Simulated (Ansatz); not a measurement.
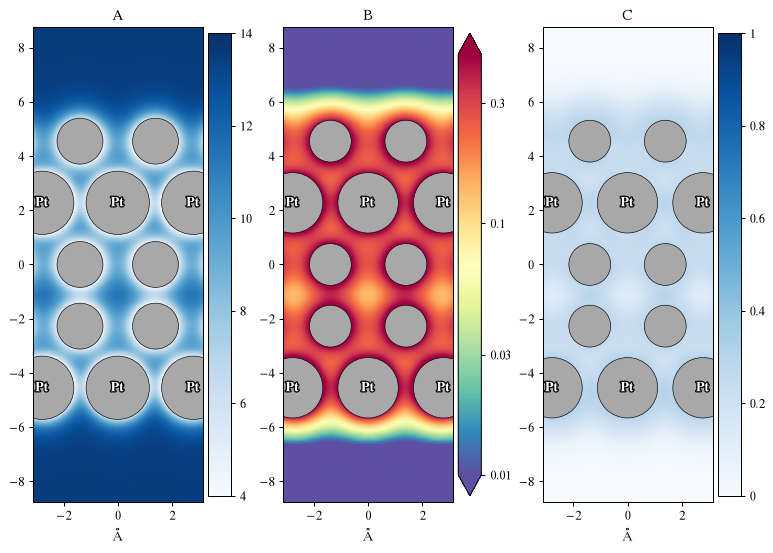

Pt (slab): 3 fields on the (11̄0) plane of the calculation cell, a cut from vacuum to vacuum, with unlabelled colour scales. Grey discs cover the atomic cores.

Level of theory: DFT LDA, scalar-relativistic, plane waves, PAW (Ansatz).

```
Pt
1.0
     2.78616    0.00000    0.00000
    -1.39308    2.41288    0.00000
     0.00000    0.00000   24.09955
Pt
5
Direct
  0.66667 0.33333 0.31121
  0.33333 0.66667 0.40560
  0.00000 0.00000 0.50000
  0.66667 0.33333 0.59440
  0.33333 0.66667 0.68879
```

Question: Which field does each panel show? The fields are: electron localisation function, electrostatic potential energy of an electron and valence pseudo-density.

Answer: Panel A: electrostatic potential energy of an electron (low next to the atoms, rising into the space between them). Panel B: valence pseudo-density. Panel C: electron localisation function. From the grid: Pt–Pt (2.79 Å): ρ is about 0.37 e/Å³ halfway; the ELF is about 0.30 at the midpoint (no localised pair shows between them).
